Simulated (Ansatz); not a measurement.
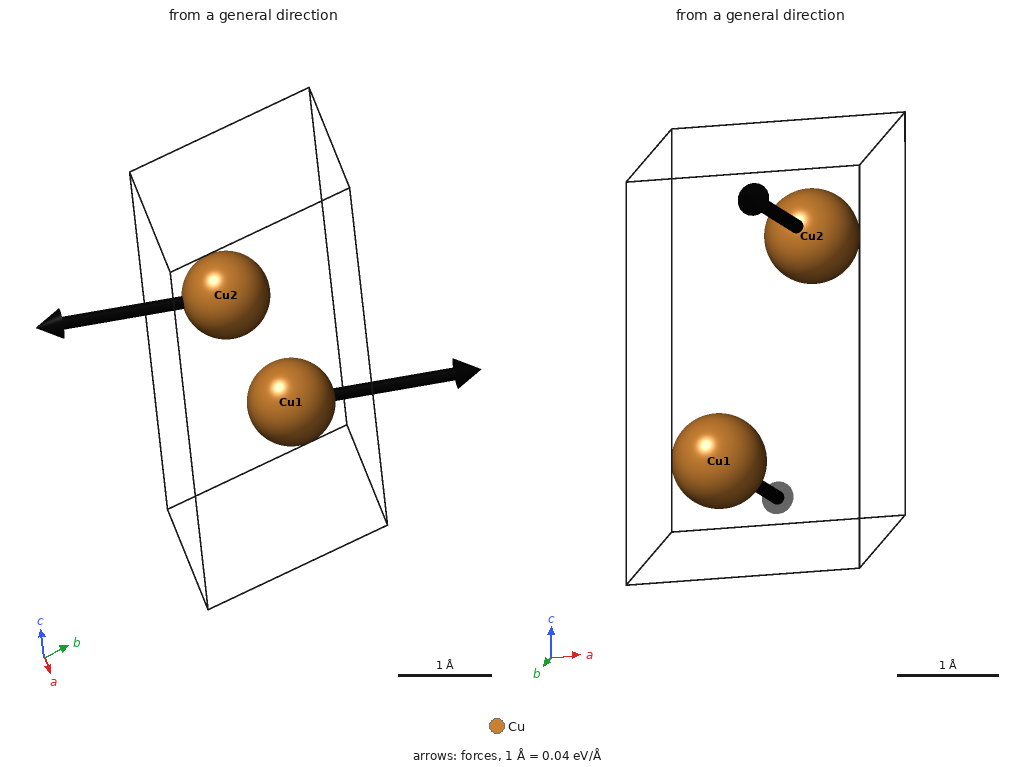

Spheres-only drawing of the structure, looking from two general directions. The simulation cell is drawn as a box. The arrows are the computed forces on the atoms.

System: Cu. The calculation: DFT r2SCAN, scalar-relativistic, plane waves, PAW in Ansatz, with 500 eV cutoff, a 24×24×12 k-point grid, Gaussian smearing of 0.15 eV, no spin polarisation.

### Could this be the end point of a relaxation?

No. The atoms still feel forces of up to about 0.066 eV/Å, above a usual threshold of 0.01 to 0.03 eV/Å.

### Which atom is furthest from force balance?

Cu1 and Cu2, about 0.066 eV/Å.

The structure was taken from a structure listed in the Materials Project. The cell was then strained or its atoms displaced on purpose. It was run through Ansatz as a DFT input.
